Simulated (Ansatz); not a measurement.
# SiO2: a point defect seen from the nuclei (Hf on a Si site), part 2 of 3

Wanted: the field gradients around Hf on a Si site in SiO2, cell charge 0, before and after the neighbours move. The cell is a supercell built from an entry of the Crystallography Open Database (COD; perhaps a calculated or model structure). Planned: a single point, then a relaxation, then r2SCAN.

Ansatz 0.2.0; DFT, PBE, plane-wave PAW, default files, scalar-relativistic, as far as a step names no other.

## Step 3: Ions relaxed

input.yaml, as its differences from that of step 2:

```diff
@@ -44 +44,8 @@
     contact_densities: true
+  write_density: true
+  write_potential: true
+  elf: true
+  volumetric_format: npy
+relax:
+  f_tol: 0.03
+  max_steps: 40
```

Run with:

```sh
$ ansatz run input.yaml --threads 1 --pin off --max-ram 3072MiB --backend cpu --events-out ev --progress --plain --runs-dir out
```

Standard output:

```text
Warning: output.stress: scf.convergence.dr2_threshold = 1e-7 eV (the SCF's general default) is looser than the 2.4e-9 eV advised for a printed stress (1e-10 eV for each atom of the cell: 24). What an SCF threshold leaves in a stress goes as its square root, and in the free energy as the threshold itself, and one threshold admits the most on a small cell: of the crystals measured, under no hybrid functional and no lock of the moments, on runs that ended without the residual-converged pass, on stresses that held no estimate of that error, the worst erred by over 100 MPa in a component at 1e-7 eV an atom and by under 5 at 1e-10. Every solve of this run answers to scf.convergence.dr2_threshold, and the tensor of one is reported: a single SCF on the reported geometry and on this run's grids (its basis.xc_grid and basis.ecutrho_ratio typed), with scf.convergence.dr2_threshold at 2.4e-9 eV or tighter, prints it and tightens no other solve. Else set scf.convergence.dr2_threshold to 2.4e-9 eV or tighter. The threshold is an SCF's pass mark: one that does not reach it within its budget of iterations ends unconverged, or closes short of it on a stop that the run arms, and scf.convergence.dr2_threshold's page says what that costs each kind of run
Warning: RAYON_NUM_THREADS=1 ignored (pool sized by the plan → 1); use --threads N
Hf: output.efg is read without spin–orbit coupling, which moves field gradients at and beside such atoms by some per cent and up to a factor of two; PAW files take it under magnetization.noncollinear and magnetization.spin_orbit
[... 10 set-up lines as earlier in the session ...]
Crystal: 24 atoms, lattice volume = 402.993 Å³
Basis set: ecut = 420 eV, 7897 PW (Γ), exchange–correlation on 96×192×96 points (8 copies of the dense FFT grid, shifted against one another)
Bands: 99, of which v1, the nominal top of the filled ones, is band 75 counted from 1 (74 counted from 0)
[... 2 set-up lines as earlier in the session ...]
k-points: 14 of 24 (time reversal used)
[... 10 set-up lines as earlier in the session ...]
SCF iter   1: F=—  HF=-29268.452910 eV  |F-HF|=—  |Δ(HF+E_count)|=         —  Δρ=4.79e-3  dr2=1.25e-1  ethr=1.77e-3  ⟨swp⟩=7.4  Hψ=7260  notcnv=0  defer=120
preconditioner: auto → Resta (q_TF=auto, 2.314 Å⁻¹)  ε∞=2.9  [insulator: Δε(μ)=5.658 eV  Ē_g=16.134 eV  σ=0.010 eV  W_gap=1.00  n_scr=88 (ndim 8)  ℏωp=22.0 eV  f_vac=0.337  D(μ)=0.00/eV (n_scr^D=0)  ε∞_Penn≈2.9]
SCF iter   2: F=—  HF=-29268.455599 eV  |F-HF|=—  |Δ(HF+E_count)|=   2.69e-3  Δρ=2.19e-3  dr2=2.51e-2  ethr=8.31e-5  ⟨swp⟩=3.0  Hψ=2241  notcnv=0  defer=259
SCF iter   3: F=—  HF=-29268.466822 eV  |F-HF|=—  |Δ(HF+E_count)|=   1.12e-2  Δρ=1.02e-3  dr2=5.26e-3  ethr=1.67e-5  ⟨swp⟩=3.6  Hψ=2337  notcnv=0  defer=259
SCF iter   4: F=—  HF=-29268.467355 eV  |F-HF|=—  |Δ(HF+E_count)|=   5.33e-4  Δρ=3.21e-4  dr2=6.34e-4  ethr=3.50e-6  ⟨swp⟩=2.8  Hψ=2461  notcnv=0  defer=259
SCF iter   5: F=—  HF=-29268.467302 eV  |F-HF|=—  |Δ(HF+E_count)|=   5.28e-5  Δρ=2.33e-4  dr2=2.18e-4  ethr=4.23e-7  ⟨swp⟩=2.0  Hψ=2254  notcnv=0  defer=259
SCF iter   6: F=-29268.467201 eV  HF=-29268.467205 eV  |F-HF|=3.38e-6  |Δ(HF+E_count)|=   9.75e-5  Δρ=5.92e-5  dr2=1.75e-5  ethr=1.50e-8  ⟨swp⟩=11.9  Hψ=12407  notcnv=0
SCF 1 converged in 6 iterations: F = -29268.467201 eV  dr2 = 1.75e-5
relax step   1: F+E_penalty+E_count = -29268.46720125 eV  Δ(F+E_penalty+E_count) = +0.000e0 eV  max|allowed force component| = 1.822e1 eV/Å  Δτ_max = 0.0000 Å  (6 SCF iters, dr2 threshold 2.25e-5 eV, accepted)
Initial density: handed on by an earlier stage of this run
Initial wavefunctions: those handed on with the density
iter 1 solved again at ethr=1.39e-3 eV; its pass at ethr=3.10e-3 eV (dr2=2.09e0 eV) is discarded
SCF iter   1: F=—  HF=-29277.413770 eV  |F-HF|=—  |Δ(HF+E_count)|=         —  Δρ=2.04e-2  dr2=2.13e0  ethr=1.39e-3  ⟨swp⟩=1.0  Hψ=5586  notcnv=0  defer=205
preconditioner: auto → Resta (q_TF=auto, 2.314 Å⁻¹)  ε∞=2.8  [insulator: Δε(μ)=5.657 eV  Ē_g=16.827 eV  σ=0.010 eV  W_gap=1.00  n_scr=88 (ndim 8)  ℏωp=22.5 eV  f_vac=0.330  D(μ)=0.00/eV (n_scr^D=0)  ε∞_Penn≈2.8  vacuum switching on, ρ_ref=2.1e-2 e/Å³]
SCF iter   2: F=—  HF=-29276.850495 eV  |F-HF|=—  |Δ(HF+E_count)|=   5.63e-1  Δρ=8.82e-3  dr2=2.44e-1  ethr=1.39e-3  ⟨swp⟩=4.0  Hψ=3670  notcnv=0  defer=223
SCF iter   3: F=—  HF=-29276.800353 eV  |F-HF|=—  |Δ(HF+E_count)|=   5.01e-2  Δρ=3.47e-3  dr2=3.35e-2  ethr=1.62e-4  ⟨swp⟩=4.1  Hψ=2889  notcnv=0  defer=237
SCF iter   4: F=—  HF=-29276.783902 eV  |F-HF|=—  |Δ(HF+E_count)|=   1.65e-2  Δρ=1.23e-3  dr2=4.24e-3  ethr=2.23e-5  ⟨swp⟩=3.4  Hψ=2502  notcnv=0  defer=237
SCF iter   5: F=—  HF=-29276.784368 eV  |F-HF|=—  |Δ(HF+E_count)|=   4.67e-4  Δρ=4.24e-4  dr2=5.93e-4  ethr=2.83e-6  ⟨swp⟩=3.0  Hψ=2516  notcnv=0  defer=238
SCF iter   6: F=—  HF=-29276.784228 eV  |F-HF|=—  |Δ(HF+E_count)|=   1.41e-4  Δρ=1.14e-4  dr2=4.71e-5  ethr=3.96e-7  ⟨swp⟩=2.0  Hψ=2210  notcnv=0  defer=238
SCF iter   7: F=-29276.784233 eV  HF=-29276.784238 eV  |F-HF|=5.25e-6  |Δ(HF+E_count)|=   1.02e-5  Δρ=5.14e-5  dr2=9.15e-6  ethr=3.14e-8  ⟨swp⟩=11.1  Hψ=12619  notcnv=0
SCF 2 converged in 7 iterations: F = -29276.784233 eV  dr2 = 9.15e-6
relax step   2: F+E_penalty+E_count = -29276.78423270 eV  Δ(F+E_penalty+E_count) = -8.317e0 eV  max|allowed force component| = 4.005e0 eV/Å  Δτ_max = 0.1999 Å  (7 SCF iters, dr2 threshold 1.00e-4 eV, accepted)
iter 1 solved again at ethr=7.81e-4 eV; its pass at ethr=3.10e-3 eV (dr2=1.17e0 eV) is discarded
SCF iter   1: F=—  HF=-29278.376784 eV  |F-HF|=—  |Δ(HF+E_count)|=         —  Δρ=1.97e-2  dr2=1.19e0  ethr=7.81e-4  ⟨swp⟩=1.0  Hψ=5691  notcnv=0  defer=233
preconditioner: auto → Resta (q_TF=auto, 2.314 Å⁻¹)  ε∞=2.9  [insulator: Δε(μ)=5.518 eV  Ē_g=15.894 eV  σ=0.010 eV  W_gap=1.00  n_scr=88 (ndim 8)  ℏωp=22.0 eV  f_vac=0.321  D(μ)=0.00/eV (n_scr^D=0)  ε∞_Penn≈2.9  vacuum switching on, ρ_ref=1.8e-2 e/Å³]
SCF iter   2: F=—  HF=-29278.087801 eV  |F-HF|=—  |Δ(HF+E_count)|=   2.89e-1  Δρ=9.46e-3  dr2=2.18e-1  ethr=7.81e-4  ⟨swp⟩=3.6  Hψ=2370  notcnv=0  defer=233
SCF iter   3: F=—  HF=-29278.058154 eV  |F-HF|=—  |Δ(HF+E_count)|=   2.96e-2  Δρ=3.62e-3  dr2=3.64e-2  ethr=1.46e-4  ⟨swp⟩=3.1  Hψ=2502  notcnv=0  defer=238
SCF iter   4: F=—  HF=-29278.051213 eV  |F-HF|=—  |Δ(HF+E_count)|=   6.94e-3  Δρ=1.10e-3  dr2=2.97e-3  ethr=2.43e-5  ⟨swp⟩=3.4  Hψ=2758  notcnv=0  defer=232
SCF iter   5: F=—  HF=-29278.051400 eV  |F-HF|=—  |Δ(HF+E_count)|=   1.88e-4  Δρ=2.72e-4  dr2=2.05e-4  ethr=1.98e-6  ⟨swp⟩=2.0  Hψ=2357  notcnv=0  defer=232
SCF iter   6: F=—  HF=-29278.051450 eV  |F-HF|=—  |Δ(HF+E_count)|=   4.98e-5  Δρ=1.16e-4  dr2=4.02e-5  ethr=6.67e-8  ⟨swp⟩=10.0  Hψ=11473  notcnv=0
SCF iter   7: F=-29278.051460 eV  HF=-29278.051457 eV  |F-HF|=2.43e-6  |Δ(HF+E_count)|=   7.10e-6  Δρ=3.29e-5  dr2=2.84e-6  ethr=2.68e-8  ⟨swp⟩=11.0  Hψ=12109  notcnv=0
SCF 3 converged in 7 iterations: F = -29278.051460 eV  dr2 = 2.84e-6
relax step   3: F+E_penalty+E_count = -29278.05145953 eV  Δ(F+E_penalty+E_count) = -1.267e0 eV  max|allowed force component| = 1.644e0 eV/Å  Δτ_max = 0.2000 Å  (7 SCF iters, dr2 threshold 1.00e-4 eV, accepted)
[... 10 lines left out ...]
relax step   4: F+E_penalty+E_count = -29278.35709954 eV  Δ(F+E_penalty+E_count) = -3.056e-1 eV  max|allowed force component| = 2.675e-1 eV/Å  Δτ_max = 0.2000 Å  (7 SCF iters, dr2 threshold 1.00e-4 eV, accepted)
[... 10 lines left out ...]
relax step   5: F+E_penalty+E_count = -29278.39160980 eV  Δ(F+E_penalty+E_count) = -3.451e-2 eV  max|allowed force component| = 1.877e-1 eV/Å  Δτ_max = 0.2000 Å  (7 SCF iters, dr2 threshold 4.47e-6 eV, accepted)
[... 10 lines left out ...]
relax step   6: F+E_penalty+E_count = -29278.41200589 eV  Δ(F+E_penalty+E_count) = -2.040e-2 eV  max|allowed force component| = 7.930e-2 eV/Å  Δτ_max = 0.1103 Å  (7 SCF iters, dr2 threshold 2.20e-6 eV, accepted)
[... 10 lines left out ...]
relax step   7: F+E_penalty+E_count = -29278.41537081 eV  Δ(F+E_penalty+E_count) = -3.365e-3 eV  max|allowed force component| = 9.519e-2 eV/Å  Δτ_max = 0.0620 Å  (7 SCF iters, dr2 threshold 1.12e-6 eV, accepted)
[... 8 lines left out ...]
relax step   8: F+E_penalty+E_count = -29278.41671747 eV  Δ(F+E_penalty+E_count) = -1.347e-3 eV  max|allowed force component| = 1.839e-2 eV/Å  Δτ_max = 0.0272 Å  (6 SCF iters, dr2 threshold 1.62e-6 eV, accepted)
iter 1 solved again at ethr=7.87e-10 eV; its pass at ethr=3.10e-3 eV (dr2=1.18e-6 eV) is discarded
SCF iter   1: F=—  HF=-29278.416784 eV  |F-HF|=—  |Δ(HF+E_count)|=         —  Δρ=1.90e-5  dr2=1.18e-6  ethr=7.87e-10  ⟨swp⟩=1.0  Hψ=3304  notcnv=0  defer=235
preconditioner: auto → Resta (q_TF=auto, 2.314 Å⁻¹)  ε∞=2.9  [insulator: Δε(μ)=5.631 eV  Ē_g=15.832 eV  σ=0.010 eV  W_gap=1.00  n_scr=88 (ndim 8)  ℏωp=22.0 eV  f_vac=0.316  D(μ)=0.00/eV (n_scr^D=0)  ε∞_Penn≈2.9]
SCF iter   2: F=—  HF=-29278.416718 eV  |F-HF|=—  |Δ(HF+E_count)|=   6.63e-5  Δρ=6.54e-6  dr2=2.13e-7  ethr=7.87e-10  ⟨swp⟩=2.0  Hψ=2145  notcnv=0  defer=235
SCF iter   3: F=-29278.416718 eV  HF=-29278.416718 eV  |F-HF|=5.64e-8  |Δ(HF+E_count)|=   8.45e-8  Δρ=3.79e-6  dr2=8.60e-8  ethr=6.67e-11  ⟨swp⟩=8.0  Hψ=8151  notcnv=0
SCF 9 converged in 3 iterations: F = -29278.416718 eV  dr2 = 8.60e-8
relax step   9: F+E_penalty+E_count = -29278.41671801 eV  Δ(F+E_penalty+E_count) = -5.391e-7 eV  max|allowed force component| = 1.877e-2 eV/Å  Δτ_max = 0.0000 Å  (3 SCF iters, accepted)
NSCF: frozen V_eff on 14 k-points
the band table was solved once a step of the walk had ended and its energy, with any forces and stress, was formed, with the checks that follow a solve (7929 applications of the Hamiltonian). They found nothing against the state; the energy, forces and stress were not computed again (output.eigenvalues in the input reference)
WARN: The input density's exchange-correlation potential varies sharply where the density is thin. Do not read a vacuum level from v_tot or v_xc, or from such a field of the output density. On a cell that repeats whose density bears no net charge and no dipole along the vacuum's axis use v_es (v_loc + v_h of the components); under efield.dipole_correction with no amplitude use v_es + v_field, which holds any external_charges[].barrier, or the levels of the report's work_function block, which leave it out; under a non-zero efield.amplitude the vacuum is tilted and has no level; on a cell that repeats and bears such a dipole with no correction it is tilted too, and efield.dipole_correction with no amplitude gives each side of its ramp a level where efield: is served; in a cell that repeats whose density bears a net charge (total_charge, or a fill off its count) it is curved and has none; of a slab under crystal.periodic whose density bears no net charge use v_es, which has a level on each side, short of where the two are joined; of another it falls or rises all the way out and has none; of a slab beside external_charges read slab_vacuum_level instead, which it has where they leave it neutral. The grid or the basis barely resolves most such structure, and the values can differ between equally converged runs; as a rule a tighter scf.convergence.dr2_threshold does not remove it. Where the density itself ripples (under the LDA too) a higher basis.ecutwfc lessens it. The files hold the spikes' plane waves up to the density's cutoff. Files: v_tot and the like, and their columns of v_z.tsv (output.write_potential); v_xc and the like, and their columns of v_comp_z.tsv (output.write_potential_components); where files of the output density stand in their place, no point of their own thin density is over the threshold below, and this is of outcome.potential() and, of a run that writes arrays (npy), the arrays of these names. Measured: with its Gaussian average of σ = 0.25 Å subtracted twice, the exchange-correlation potential is over 0.1 eV at 4114 of the grid points where the equally averaged density (valence and model cores) is under 1e-3 e/Å³, and 2.17 eV at the most among them, at an averaged density of 3.8e-4 e/Å³. See output.write_potential in the manual, Limitations
SCF converged after 3 iterations
Free energy (F): -29278.416718 eV
Harris-Foulkes:  -29278.416718 eV  (|F-HF|=5.64e-8)
Internal energy: -29278.416718 eV  (E = F + TS)
E sigma→0 (E₀):  -29278.416718 eV
Fermi energy:    3.569737 eV
--- Per-component energies (eV) ---
[... 14 lines left out ...]
--- Forces (eV/Å), atoms counted from 1 ---
  atom   1  Hf     0.01776190     0.01876362    -0.01160685
  atom   2  Si    -0.00926533     0.00087115    -0.00918571
  atom   3  Si     0.00037541    -0.00891359     0.00822338
  atom   4  Si    -0.00043567    -0.00408752    -0.00827758
  atom   5  Si    -0.00136377     0.01278614     0.00113677
  atom   6  Si    -0.00614618    -0.00239422    -0.00264651
[... 18 lines left out ...]
  max |Σ_I F_I| component: 1.20e-4 eV/Å
--- Stress (GPa, compression-positive) ---
        5.079765      -0.596078      -0.427618
       -0.596078       4.266243      -0.012203
       -0.427618      -0.012206       2.947436
  P = ⅓ Tr σ = 4.0978 GPa (40.978 kbar)
--- PAW observables at the nuclei: V_zz in 10²¹ V/m², potentials from the cell's mean, atoms counted from 1 ---
  atom   1  Hf V_zz =   +12.717366   η = 0.3950   by run symmetry: allowed   C_q = +1034.7528 MHz
            electrostatic potential = -14167.130491 V   contact ρ = 7528623.265114 e/Å³
  atom   2  Si V_zz =    +0.592529   η = 0.7701   by run symmetry: allowed
            electrostatic potential = -1353.088967 V   contact ρ = 12801.642853 e/Å³
  atom   3  Si V_zz =    +0.777204   η = 0.7805   by run symmetry: allowed
            electrostatic potential = -1353.214707 V   contact ρ = 12802.008473 e/Å³
  atom   4  Si V_zz =    +0.971693   η = 0.8770   by run symmetry: allowed
            electrostatic potential = -1353.081272 V   contact ρ = 12801.541895 e/Å³
  atom   5  Si V_zz =    -1.603888   η = 0.3937   by run symmetry: allowed
            electrostatic potential = -1353.251451 V   contact ρ = 12801.899684 e/Å³
  atom   6  Si V_zz =    +1.041586   η = 0.5788   by run symmetry: allowed
            electrostatic potential = -1352.998921 V   contact ρ = 12801.556162 e/Å³
  atom   7  Si V_zz =    +0.605877   η = 0.3540   by run symmetry: allowed
            electrostatic potential = -1353.255142 V   contact ρ = 12801.853220 e/Å³
  atom   8  Si V_zz =    +1.401525   η = 0.2735   by run symmetry: allowed
            electrostatic potential = -1353.200955 V   contact ρ = 12802.141732 e/Å³
  atom   9  O  V_zz =    +5.103413   η = 0.1603   by run symmetry: allowed   C_q = -3.1566 MHz
            electrostatic potential = -617.646029 V   contact ρ = 2156.079725 e/Å³
  atom  10  O  V_zz =    +7.942162   η = 0.5416   by run symmetry: allowed   C_q = -4.9124 MHz
            electrostatic potential = -617.405836 V   contact ρ = 2154.848319 e/Å³
  atom  11  O  V_zz =    +8.718476   η = 0.2633   by run symmetry: allowed   C_q = -5.3926 MHz
            electrostatic potential = -617.315492 V   contact ρ = 2154.264783 e/Å³
  atom  12  O  V_zz =    +9.052559   η = 0.2783   by run symmetry: allowed   C_q = -5.5992 MHz
            electrostatic potential = -617.255408 V   contact ρ = 2153.932119 e/Å³
  atom  13  O  V_zz =    +8.270979   η = 0.5734   by run symmetry: allowed   C_q = -5.1158 MHz
            electrostatic potential = -617.274139 V   contact ρ = 2154.664101 e/Å³
  atom  14  O  V_zz =    +8.862049   η = 0.2905   by run symmetry: allowed   C_q = -5.4814 MHz
            electrostatic potential = -617.447015 V   contact ρ = 2153.955846 e/Å³
  atom  15  O  V_zz =    +5.257202   η = 0.1429   by run symmetry: allowed   C_q = -3.2517 MHz
            electrostatic potential = -617.741714 V   contact ρ = 2155.875865 e/Å³
  atom  16  O  V_zz =    +7.948258   η = 0.4905   by run symmetry: allowed   C_q = -4.9162 MHz
            electrostatic potential = -617.194999 V   contact ρ = 2154.524647 e/Å³
  atom  17  O  V_zz =    +4.828581   η = 0.4531   by run symmetry: allowed   C_q = -2.9866 MHz
            electrostatic potential = -617.756173 V   contact ρ = 2156.321674 e/Å³
  atom  18  O  V_zz =    +8.948284   η = 0.2131   by run symmetry: allowed   C_q = -5.5347 MHz
            electrostatic potential = -617.347424 V   contact ρ = 2153.755607 e/Å³
  atom  19  O  V_zz =    +8.913607   η = 0.2181   by run symmetry: allowed   C_q = -5.5133 MHz
            electrostatic potential = -617.449644 V   contact ρ = 2153.945893 e/Å³
  atom  20  O  V_zz =    +7.765561   η = 0.5059   by run symmetry: allowed   C_q = -4.8032 MHz
            electrostatic potential = -617.297363 V   contact ρ = 2154.887639 e/Å³
  atom  21  O  V_zz =    +4.808603   η = 0.2193   by run symmetry: allowed   C_q = -2.9742 MHz
            electrostatic potential = -617.757001 V   contact ρ = 2156.098122 e/Å³
  atom  22  O  V_zz =    +9.364049   η = 0.1004   by run symmetry: allowed   C_q = -5.7919 MHz
            electrostatic potential = -617.383067 V   contact ρ = 2153.139786 e/Å³
  atom  23  O  V_zz =    +9.218332   η = 0.2076   by run symmetry: allowed   C_q = -5.7017 MHz
            electrostatic potential = -617.395094 V   contact ρ = 2153.572356 e/Å³
  atom  24  O  V_zz =    +8.580844   η = 0.2526   by run symmetry: allowed   C_q = -5.3074 MHz
            electrostatic potential = -617.321132 V   contact ρ = 2153.919366 e/Å³
--- Band table (eV; the first three rows and the last of 14) ---
[... 4 lines left out ...]
--- Relaxed structure (9 steps of the walk, 9 accepted, 0 SCFs on fresh bases) ---
  F+E_penalty+E_count = -29278.41671801 eV   max|allowed force component| = 1.877e-2 eV/Å
  atoms:
[... 24 lines left out ...]
--- Löwdin populations: 24 sites ---
  site symbol       q [e]
[... 24 lines left out ...]
  spilling = 0.011412 (of n_electrons = 150.000000)
```

It took 11 min on 1 thread of Arm Neoverse V1, shared host; peak memory 0.97 GiB.

Relaxation path:

```tsv
step	energy change (eV)	largest force component (eV/Å)
1	0.0000	18.223
2	-8.3170	4.005
3	-9.5843	1.644
4	-9.8899	0.267
5	-9.9244	0.188
6	-9.9448	0.079
7	-9.9482	0.095
8	-9.9495	0.018
9	-9.9495	0.019
```

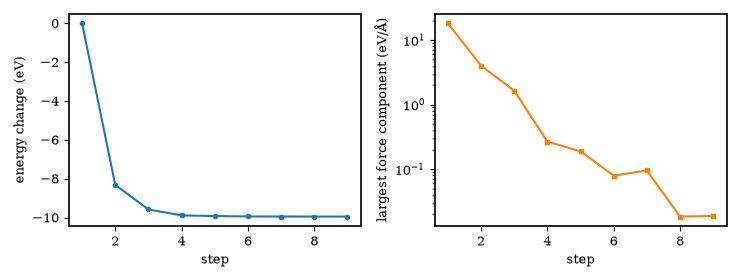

Energy and largest force component along the relaxation.

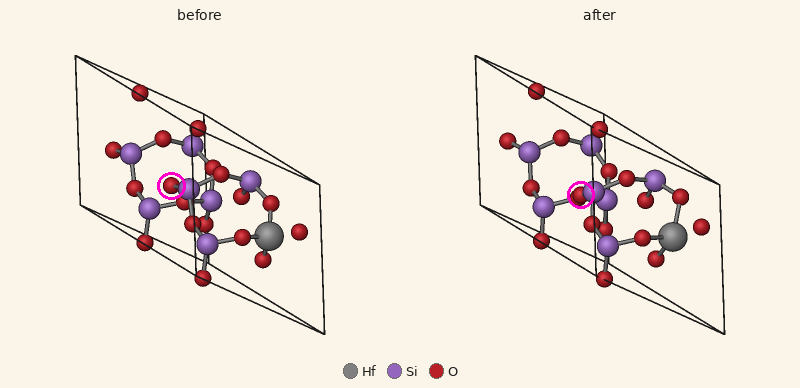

Before and after; atom 21 (O), which moved most, is ringed, with its images.

Largest displacement: 0.608 Å (atom 21, O); mean 0.334 Å.

At the end: gap on the mesh 5.63 eV, largest force 0.028 eV/Å, pressure 4.1 GPa.

What changed since step 2 (V_zz in 10²¹ V/m²; 11 of 24 rows, with the four largest changes of size):

```tsv
site	atoms	V_zz, PBE	V_zz, PBE relaxed	η, PBE	η, PBE relaxed
Hf	1	-6.16	12.72	0.53	0.39
O21	21	5.27	4.81	0.15	0.22
O17	17	5.11	4.83	0.25	0.45
O15	15	5.30	5.26	0.20	0.14
O9	9	5.47	5.10	0.19	0.16
Si8	8	1.11	1.40	0.52	0.27
Si7	7	0.46	0.61	0.24	0.35
Si5	5	-0.51	-1.60	0.76	0.39
Si3	3	-1.40	0.78	0.45	0.78
O20	20	8.77	7.77	0.29	0.51
O10	10	8.85	7.94	0.30	0.54
```

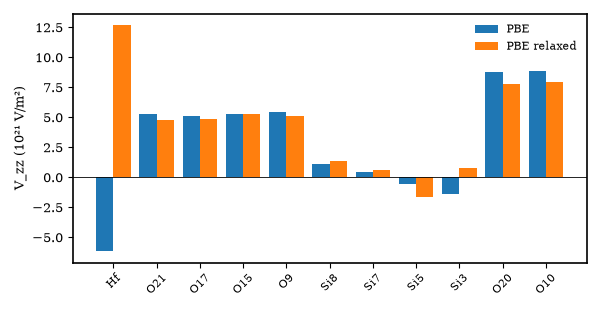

V_zz by site: PBE and PBE relaxed.

The printed gradients, by site: 11 of 24, those nearest the defect, the farthest of each element and the two largest gradients.

```tsv
site	atoms	distance from the defect (Å)	V_zz (10²¹ V/m²)	η	C_Q (MHz)
Hf	1	0.00	12.72	0.39	1035 (¹⁷⁷Hf)
O21	21	1.93	4.81	0.22	-2.97 (¹⁷O)
O15	15	1.95	5.26	0.14	-3.25 (¹⁷O)
O9	9	1.95	5.10	0.16	-3.16 (¹⁷O)
O17	17	1.96	4.83	0.45	-2.99 (¹⁷O)
Si5	5	3.07	-1.60	0.39	–
Si3	3	3.15	0.78	0.78	–
Si8	8	3.18	1.40	0.27	–
O16	16	3.19	7.95	0.49	-4.92 (¹⁷O)
Si6	6	4.85	1.04	0.58	–
O22	22	5.11	9.36	0.10	-5.79 (¹⁷O)
```

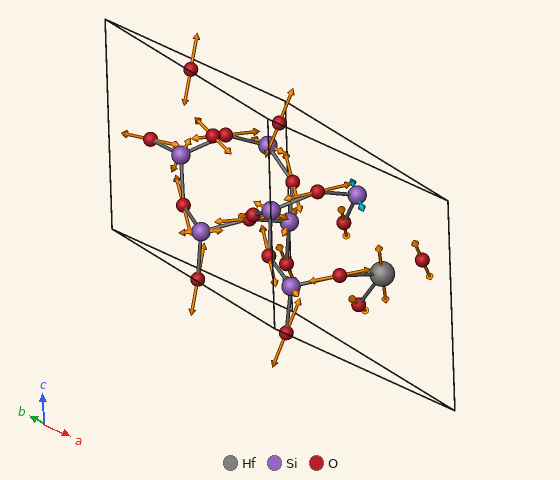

Double arrows mark the V_zz axes (orange positive, teal negative); their length grows with the root of |V_zz|.

The sizes of the gradients above 0.15 moved by 9 % in the median, over a factor of two at the site that moves most (small gradients counted from 0.15; Si5, -0.51 to -1.60), with a change of sign at Hf, Si3.

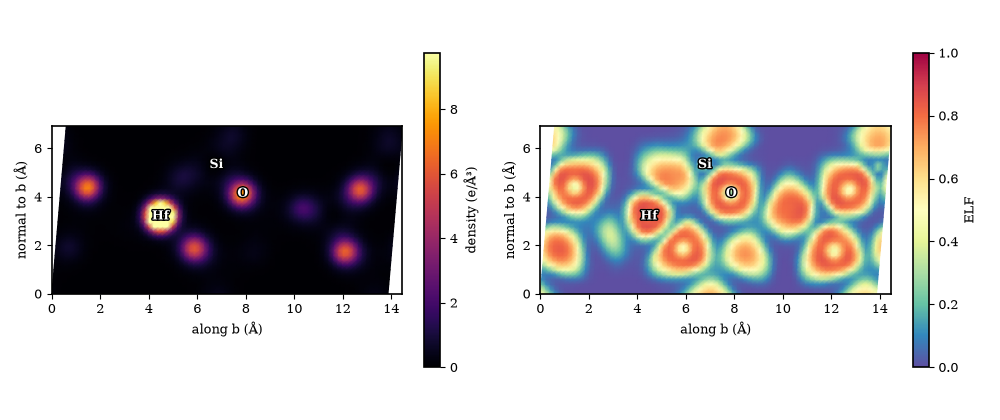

Density (left) and ELF (right) in a lattice plane of the grid's cell (edges 13.87 and 6.93 Å, at 0.890 of the third edge), which holds Hf and Si and O. Only atoms in the plane are labelled; the density scale stops at 9.75 e/Å³. Both are smooth fields of the valence electrons: close to the nuclei they are not physical.

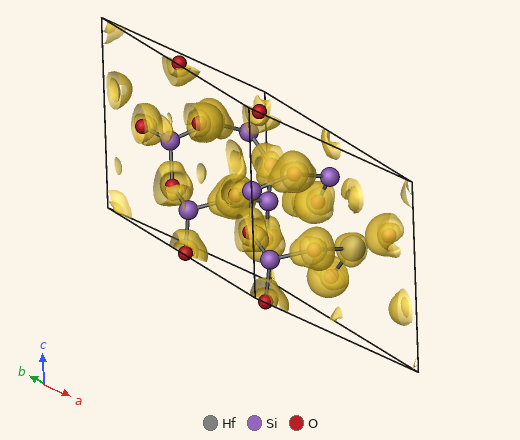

Surface of ELF = 0.80, drawn in one cell.

The highest ELF values outside the cores: 0.87 beside O, off the lines to its neighbours, 0.6 Å from O; 0.86 in the shell around O, 0.6 Å from O; 0.86 on the O–Si line, 0.7 Å from O.

(Continued in part 3 of 3.)
